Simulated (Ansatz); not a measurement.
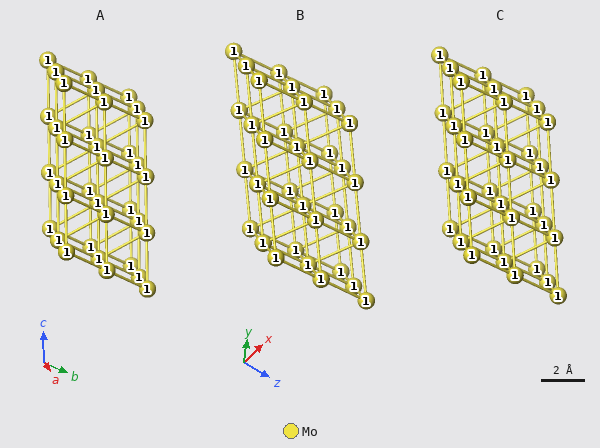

Energy scan for solid Mo (Im-3m), in which the cell is strained along z alone, with the atoms kept at their fractional coordinates. x, y and z are the Cartesian axes of the input. The picture is a ball-and-stick view of the cell of the calculation, repeated 2 × 2 × 3 with one cell outlined, seen slightly off an axis.

Computed with DFT LDA, scalar-relativistic, plane waves, PAW (Ansatz). (plane-wave cutoff 420 eV; k-point mesh 22 × 22 × 22; occupations gaussian; smearing width 0.15 eV; no spin polarisation). Energies (free energies at the smearing named) are counted from the cell as listed in its source, which wasn't relaxed.

Rank the frames from lowest to highest energy.

Lowest first: C (the strain 0.00, 0.0 meV/atom), B (the strain 0.075, 164.8 meV/atom), A (the strain −0.10, 194.5 meV/atom). Over the whole scan: of the computed points the lowest is at the strain 0.00, 0.0 meV/atom. At the ends of the scan the energy is 194.5 meV/atom (−0.10) and 164.8 meV/atom (0.075). The unrelaxed reference is under a pressure of −8.1 GPa, which tilts the curve. The distortion takes the space group from Im-3m to I4/mmm. At the strain −0.10 the cell of the drawing goes a 2.721 → 2.633 Å, b 2.721 → 2.633 Å, c 2.721 → 2.633 Å, α 109.5° → 106.8°, β 109.5° → 106.8°, γ 109.5° → 115.1°.
